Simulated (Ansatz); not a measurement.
LiCl: phonon calculation

LiCl (Fm-3m, 2 atoms in the cell), computed with DFT LDA, scalar-relativistic, plane waves, PAW, no spin polarisation (Ansatz 0.2.0).

It belongs to a series of runs on one base structure; here: zone-centre phonons and field response at this volume.

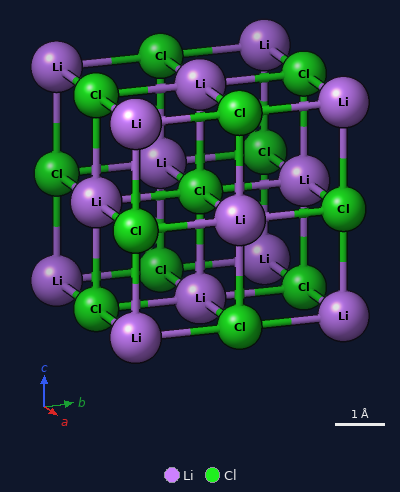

Figure 1. The structure (ball-and-stick view of the cell 4 times as large as that of the calculation, set on its symmetry axes, seen slightly off an axis). Near neighbours in the crystal (not all of them lie inside the picture): Li has 6 Cl at 2.32 Å; Cl has 6 Li at 2.32 Å.

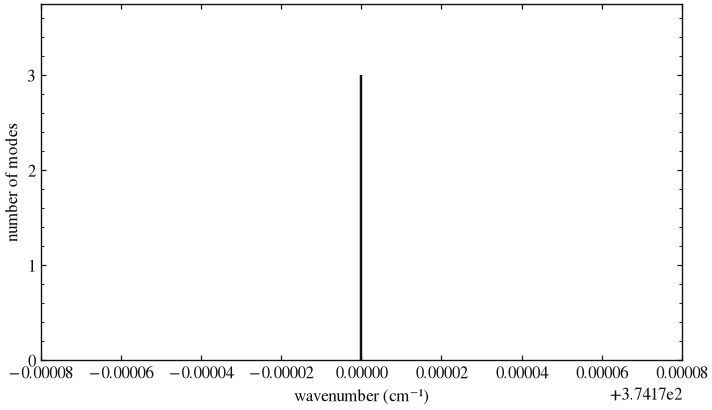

Figure 2. Optical phonons at the zone centre (no LO–TO term); neighbouring modes closer than 3 cm⁻¹ are counted in one stick. 3 modes from 374 to 374 cm⁻¹, none imaginary.

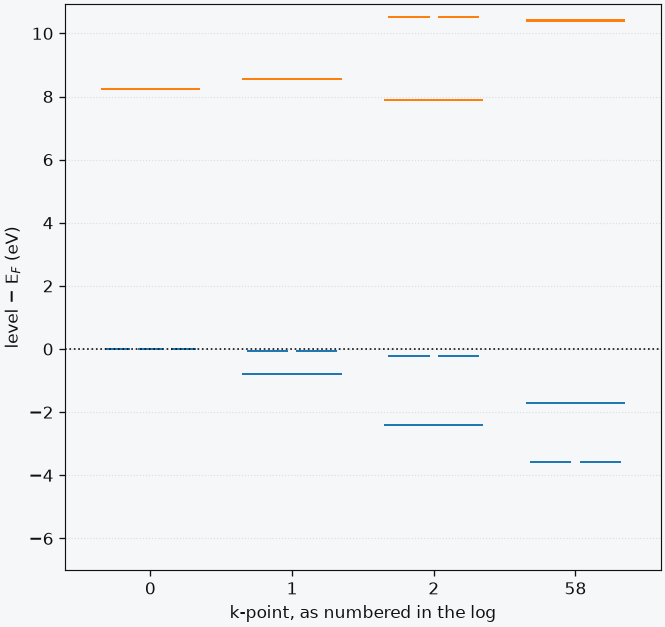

Figure 3. Kohn–Sham levels near the Fermi level (dotted) at the few k-points that the log prints; levels within 0.02 eV of each other stand side by side. Among these points the highest filled and lowest empty levels are 7.88 eV apart; the gap on the full mesh, 6.66 eV, has an edge at a point that isn't printed.

The input that produced these results follows, with the program's output.

## The input
```yaml
crystal:
  lattice:
    - [0.0, 2.3153, 2.3153]
    - [2.3153, 0.0, 2.3153]
    - [2.3153, 2.3153, 0.0]
  atoms:
    - { symbol: Li, position: [0.0, 0.0, 0.0] }
    - { symbol: Cl, position: [0.5, 0.5, 0.5] }
basis:
  ecutwfc: 420
kpoints:
  mp_grid: { grid: [8, 8, 8] }
hamiltonian:
  xc: lda
scf:
  occupations: { method: fixed }
output:
  eigenvalues: true
phonons:
  method: dfpt
  dielectric: true
  rigid_motions: translations
  raman: true
  eigenvectors: true
```

Launched with:
```bash
ansatz run input.yaml --threads 1 --pin off --max-ram 2560MiB --backend cpu --events-out ev --progress --plain --runs-dir out
```

## Output
```
Engine: ansatz 0.2.0, x86_64-unknown-linux-gnu
Pseudopotentials: kind: paw
Pseudopotential: Li, paw, valence charge 3, recommended cutoff 420 eV (normal), Li.paw.azcp
Pseudopotential: Cl, paw, valence charge 7, recommended cutoff 420 eV (normal), Cl.paw.azcp
Functional definition: SPW92
  exchange = slater_x
  correlation = pw_c
Crystal: 2 atoms, lattice volume = 24.823 Å³
Basis set: ecut = 420 eV, 531 PW (Γ), exchange–correlation on 48×48×48 points (8 copies of the dense FFT grid, shifted against one another)
Bands: 9, of which v1, the nominal top of the filled ones, is band 5 counted from 1 (4 counted from 0)
Symmetry: 48 space group operations
k-points: 59 of 512 (irreducible under 8 space group operations, time reversal used)
Non-local potential: Li, projectors of the file, l = 0: 3, l = 1: 2, l = 2: 1
Non-local potential: Cl, projectors of the file, l = 0: 2, l = 1: 2, l = 2: 2
PAW form: soft (Blöchl's): semilocal exchange-correlation on the pseudo side does not see the compensation charge
PAW frozen core: Cl, regenerated for the run's functional, and the local potential with it (the file was generated under x = pbe(κ = 0.804, μ = 0.2195149727645171), c = pbe(β = 0.06672455060314922))
PAW one-centre angular grid: Li, 110 points (default); XC on 64 Gauss nodes
PAW one-centre angular grid: Cl, 110 points (default); XC on 64 Gauss nodes
Initial density: superposition of atomic densities (neutral atoms: chi_scale 0, normalization atom), corrected by the library's trained network
Initial wavefunctions: pseudopotential atomic-orbital guess
Functional: x = slater, c = lda
SCF iter   1: F=—  HF=-1249.283119 eV  |F-HF|=—  |Δ(HF+E_count)|=         —  Δρ=7.95e-3  dr2=8.84e-3  ethr=1.77e-3  ⟨swp⟩=4.7  Hψ=3237  notcnv=0  defer=109
preconditioner: auto → none  [insulator: Δε(μ)=6.609 eV  Ē_g=15.454 eV  n_scr=0 (ndim 8)  ℏωp=21.1 eV  f_vac=0.000  ε∞_Penn≈2.9]
SCF iter   2: F=—  HF=-1249.276720 eV  |F-HF|=—  |Δ(HF+E_count)|=   6.40e-3  Δρ=3.51e-3  dr2=1.21e-3  ethr=8.84e-5  ⟨swp⟩=2.1  Hψ=1421  notcnv=0  defer=113
SCF iter   3: F=—  HF=-1249.275661 eV  |F-HF|=—  |Δ(HF+E_count)|=   1.06e-3  Δρ=4.66e-4  dr2=5.81e-5  ethr=1.21e-5  ⟨swp⟩=2.0  Hψ=941  notcnv=0  defer=113
SCF iter   4: F=—  HF=-1249.275643 eV  |F-HF|=—  |Δ(HF+E_count)|=   1.86e-5  Δρ=1.02e-4  dr2=1.10e-6  ethr=5.81e-7  ⟨swp⟩=2.2  Hψ=707  notcnv=0  defer=4
SCF iter   5: F=—  HF=-1249.275644 eV  |F-HF|=—  |Δ(HF+E_count)|=   1.49e-6  Δρ=6.63e-6  dr2=4.00e-9  ethr=1.10e-8  ⟨swp⟩=2.1  Hψ=832  notcnv=0
SCF iter   6: F=-1249.275644 eV  HF=-1249.275644 eV  |F-HF|=4.55e-13  |Δ(HF+E_count)|=  3.82e-10  Δρ=5.17e-7  dr2=2.03e-11  ethr=1.00e-12  ⟨swp⟩=6.0  Hψ=3379  notcnv=0
SCF 1 converged in 6 iterations: F = -1249.275644 eV  dr2 = 2.03e-11
  greatest PAW one-centre occupation: 1.000 electrons in one spin orbital (limit 2), on the Li atom at site 0 (counted from 0), in its partial waves of l = 0
DFPT response loops at Γ: preconditioner auto → none (the input reference at scf.mixing.eps_inf says where Resta's filter doesn't serve); β = 0.50; Broyden in place of MSR1
── the response to a field inside a basis, on 10×10×10 k-points: an SCF that follows is theirs, and a resumed run solves both again ──
Bands: 6, of which v1, the nominal top of the filled ones, is band 5 counted from 1 (4 counted from 0)
k-points: 110 of 1000 (irreducible under 12 space group operations)
Initial density: handed on by an earlier stage of this run
Initial wavefunctions: pseudopotential atomic-orbital guess (no wavefunctions were taken with the density)
Eigensolver: Dense (110 Hₖ)
SCF iter   1: F=—  HF=-1249.275324 eV  |F-HF|=—  |Δ(HF+E_count)|=         —  Δρ=7.26e-5  dr2=1.70e-7  ethr=1.00e-1
preconditioner: auto → none  [insulator: Δε(μ)=6.710 eV  Ē_g=13.313 eV  n_scr=0 (ndim 8)  ℏωp=21.1 eV  f_vac=0.000  ε∞_Penn≈3.5]
SCF iter   2: F=—  HF=-1249.275324 eV  |F-HF|=—  |Δ(HF+E_count)|=   2.96e-8  Δρ=3.63e-5  dr2=4.24e-8  ethr=1.70e-9
SCF iter   3: F=—  HF=-1249.275324 eV  |F-HF|=—  |Δ(HF+E_count)|=   1.27e-8  Δρ=8.14e-7  dr2=1.25e-10  ethr=4.24e-10
SCF iter   4: F=-1249.275324 eV  HF=-1249.275324 eV  |F-HF|=1.82e-12  |Δ(HF+E_count)|=  3.09e-11  Δρ=2.53e-7  dr2=7.11e-12  ethr=1.25e-12
SCF 1 converged in 4 iterations: F = -1249.275324 eV  dr2 = 7.11e-12
DFPT response loops at Γ: mixed as the last ones told, above
DFPT response loops at Γ: mixed as the last ones told, above
SCF converged after 6 iterations
Free energy (F): -1249.275644 eV
Harris-Foulkes:  -1249.275644 eV  (|F-HF|=4.55e-13)
Internal energy: -1249.275644 eV  (E = F + TS)
E sigma→0 (E₀):  -1249.275644 eV
Fermi energy:    4.702912 eV
--- Per-component energies (eV) ---
  E_band       = -77.162819
  E_kinetic    = 188.280596
  E_local      = -260.792829  (includes V_loc(G=0)·N_el)
  E_nonlocal   = -2.280935
  E_hartree    = 73.122568
  E_xc         = -119.102661
  E_vxc        = -138.654937  (∫ρ·V_xc dr)
  E_paw        = -644.064988  (= ΣΔE_a)
  E_vpaw       = -9.959991  (= ΣTr[D̂ρ^β])
  E_aug_tail   = 0.000105  (compensation charges beyond the density's cutoff)
  E_ewald      = -484.627991
  E_core_change = 0.190492  (= ΣΔE_core)
  E_smearing   = -0.000000  (= −TS)
  E_closure    = 0.000000  (closes the sum)
  Σ components = -1249.275644   (vs F -1249.275644, Δ=0.00e0)
--- Band table (eV; the first three rows and the last of 59) ---
  k-point 0: bands = ["-37.5387", "-10.0377", "4.7029", "4.7029", "4.7029", "12.9423", "16.3376", "16.3376", "16.3376"]
  k-point 1: bands = ["-37.5364", "-9.9031", "3.9033", "4.6311", "4.6311", "13.2665", "15.8366", "16.4129", "16.4129"]
  k-point 2: bands = ["-37.5310", "-9.5472", "2.2880", "4.4725", "4.4725", "12.5803", "15.2085", "15.2085", "17.0731"]
  k-point 58: bands = ["-37.5187", "-8.3900", "1.1304", "1.1304", "2.9888", "15.1050", "15.1271", "15.6834", "15.6834"]
--- Phonons (Γ-DFPT): 2 representative perturbations + reference, on 59 of 512 k-points (Σ response iterations 7) ---
  k mesh reduced under 8 symmetry operations, with k and −k counted as one. Each operation leaves every solved perturbation unchanged. A smaller set is not considered because the run solves the response to a homogeneous field
  ASR residual: 2.117e-4 → 0.000e0 eV/Å²; symmetrization residual: 5.226e-7 eV/Å²
  ASR residual per site (eV/Å²): 4.39e-5 2.12e-4
  Γ frequencies (cm⁻¹): 0.00 0.00 0.00 374.17 374.17 374.17
  ε∞ (high-frequency dielectric tensor):
        3.540582    -0.000000     0.000000
       -0.000000     3.540582     0.000000
        0.000000     0.000000     3.540582
  ε⁰ (static dielectric tensor: ions relaxed, cell fixed):
        6.565072    -0.000000     0.000000
       -0.000000     6.565072     0.000000
        0.000000     0.000000     6.565072
  ε⁰ − ε∞ (ionic part):
        3.024490     0.000000     0.000000
        0.000000     3.024490     0.000000
        0.000000     0.000000     3.024490
  softest optical mode at Γ: 374.17 cm⁻¹; the repairs (sum rule, projections) moved no ω² at Γ by more than (1.36 cm⁻¹)²
  Born effective charges Z* (e; rows j = field, columns β = displacement):
    site 0:
         1.11343   -0.00000    0.00000
         0.00000    1.11343    0.00000
         0.00000    0.00000    1.11343
    site 1:
        -1.11343    0.00000   -0.00000
        -0.00000   -1.11343   -0.00000
        -0.00000   -0.00000   -1.11343
  Z* charge neutrality: 1.308e-4 e pre-enforcement
  solved inside a basis spanned on kpoints, on 10×10×10 k-points: ε∞ is read to err by 7.7e-3, Z* by 7.5e-3 e (field_mesh: kpoints solves on kpoints); Z* is corrected for what the basis lacks
  Raman tensors (in the event stream and the table raman_tensors.tsv): an entry may err by 1.4e-4 Å², one of the second-order susceptibility by 3.1e-20 pm/V (basis, points and sum rule); their sum over the sites missed zero by 4.103e-22 Å² ahead of its enforcement
  optical modes at Γ without the LO–TO term, one row a degenerate level:
      ω (cm⁻¹)  modes    IR ((D/Å)²/amu)  static Raman (Å⁴/amu)  depolarisation
        374.17      3            14.7841                 0.0000               —
  optical modes at Γ + LO–TO along q̂ = [1.0000, 0.0000, 0.0000]:
      ω (cm⁻¹)  modes    IR ((D/Å)²/amu)  static Raman (Å⁴/amu)  depolarisation
        374.17      2             9.8561                 0.0000               —
        509.50      1             4.9280                 0.0000               —
  optical modes at Γ + LO–TO along q̂ = [0.0000, 1.0000, 0.0000]:
      ω (cm⁻¹)  modes    IR ((D/Å)²/amu)  static Raman (Å⁴/amu)  depolarisation
        374.17      2             9.8561                 0.0000               —
        509.50      1             4.9280                 0.0000               —
  optical modes at Γ + LO–TO along q̂ = [0.0000, 0.0000, 1.0000]:
      ω (cm⁻¹)  modes    IR ((D/Å)²/amu)  static Raman (Å⁴/amu)  depolarisation
        374.17      2             9.8561                 0.0000               —
        509.50      1             4.9280                 0.0000               —
```

## File raman_tensors.tsv
```
# format = ansatz-raman-tensors/1
# cell_volume_ang3 = 2.4822859605154004e1
# raman_tensors_uncertainty_ang2 = 1.4196704018824916e-4
# second_order_susceptibility_uncertainty_pm_per_v = 3.128786207109505e-20
# second_order_susceptibility_pm_per_v x = -2.093767258828578e-23 -9.247472059826218e-23 -5.234418147071445e-24 2.3554881661821502e-23 8.724030245119075e-25 4.8418367860410864e-23
# second_order_susceptibility_pm_per_v y = -7.153704800997641e-23 2.3554881661821502e-23 8.724030245119075e-25 1.395844839219052e-23 -8.724030245119074e-24 3.140650888242867e-23
# second_order_susceptibility_pm_per_v z = -5.234418147071445e-24 4.362015122559537e-24 4.8418367860410864e-23 -8.724030245119074e-24 1.7448060490238148e-23 -6.281301776485734e-23
# A row holds (volume/4 pi) d eps_inf/d position, at zero macroscopic field (of a slab set by crystal.periodic, at zero applied field), of the atom of that place in the run's cell, from 0, moved along one Cartesian axis; averaged over the symmetry operations and held to a sum of zero over the atoms.
# second_order_susceptibility_pm_per_v gives, for a field along x, y and z, half of d chi/d field at fixed atoms, chi being eps_inf - 1, by its entries xx, xy, xz, yy, yz and zz: per volume of the cell as run, vacuum included, and twice the coefficient d of second-harmonic generation.
# raman_tensors_uncertainty_ang2 says by how much an entry of a row may err for the basis and the points that the run formed them of, and for what they missed of that sum.
# raman_tensors_left_out_ang2, where it is given, says by how much the rows of a further basis stood off these: the run formed them in three, and left out the one that stood apart from both others.
# second_order_susceptibility_uncertainty_pm_per_v says by how much an entry of the other may err for the basis and the points, and by no smaller a share of its largest than a row's entry may.
# The tensors and the susceptibility are the static ones, of light far below the gap.
# atom	axis	xx[angstrom^2]	xy[angstrom^2]	xz[angstrom^2]	yy[angstrom^2]	yz[angstrom^2]	zz[angstrom^2]
0	x	-1.6212740006039342e-22	1.4599737811560938e-22	-1.6543612251060553e-24	-2.0955242184676703e-23	4.411629933616147e-24	-6.548513182711468e-23
0	y	1.8308264224507013e-22	-1.0422475718168149e-22	0e0	1.9907480075442863e-22	1.3234889800848443e-23	6.396863403743412e-23
0	z	-4.852792926977762e-23	1.433779728425248e-23	-9.485004357274717e-23	3.0881409535313035e-23	2.5366872118292844e-23	-6.341718029573212e-24
1	x	1.6212740006039342e-22	-1.4599737811560936e-22	1.6543612251060553e-24	2.09552421846767e-23	-4.411629933616147e-24	6.548513182711468e-23
1	y	-1.830826422450701e-22	1.0422475718168149e-22	0e0	-1.9907480075442865e-22	-1.3234889800848441e-23	-6.396863403743414e-23
1	z	4.852792926977763e-23	-1.4337797284252482e-23	9.485004357274717e-23	-3.088140953531303e-23	-2.5366872118292847e-23	6.341718029573212e-24
```

## Key numbers

- outcome: converged
- space group (tolerance 0.01 Å): Fm-3m (225)
- electrons treated: 10
- free energy: −1249.2756 eV
- Fermi energy: 4.703 eV
- gap on the k-point mesh: 6.66 eV
- ε∞ (xx, yy, zz): 3.54, 3.54, 3.54
- Born charges (mean of the diagonal): Li1 (1.11 e); Cl2 (−1.11 e)
- hardware: 1 thread of Intel Xeon @ 2.50GHz (Skylake/Cascade Lake), 189 GiB of memory available, shared host
- wall time: 2.5 min
- peak memory: 0.56 GiB
